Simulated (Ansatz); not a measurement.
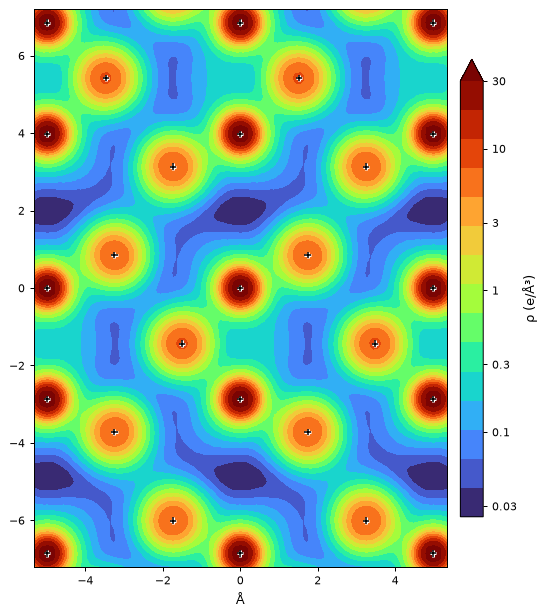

The valence electron density on a plane through atoms (crosses mark nuclei in the plane).

Method: DFT, PBE, plane waves, PAW in Ansatz 0.2.0.

Candidates:
A. HfSiO4, a = 6.78 Å, b = 6.78 Å, c = 5.87 Å, α = 90.00°, β = 90.00°, γ = 90.00°. Space group I4₁/amd; a structure from a database of computed crystals, not necessarily the ambient phase; started from the database structure prototype, which need not be the ambient phase; changed on purpose from its base cell (epitaxial xy strain +3.0%); not relaxed (largest force 0.3 eV/Å).
B. Ga2O3, a = 4.98 Å, b = 4.98 Å, c = 13.71 Å, α = 90.00°, β = 90.00°, γ = 120.00°. Space group R-3c; a structure from a database of computed crystals, not necessarily the ambient phase; started from the database structure prototype, which need not be the ambient phase; changed on purpose from its base cell (uniaxial z strain +2.0%); computed pressure about 5 GPa in this cell.

**Which candidate gave the map?**

Candidate B: Ga2O3 on the (100) plane of the conventional cell, which holds Ga and O. Ga–O (1.94 Å): ρ at the midpoint is about 0.68 e/Å³. Ga–O (2.09 Å): ρ at the midpoint is about 0.49 e/Å³.
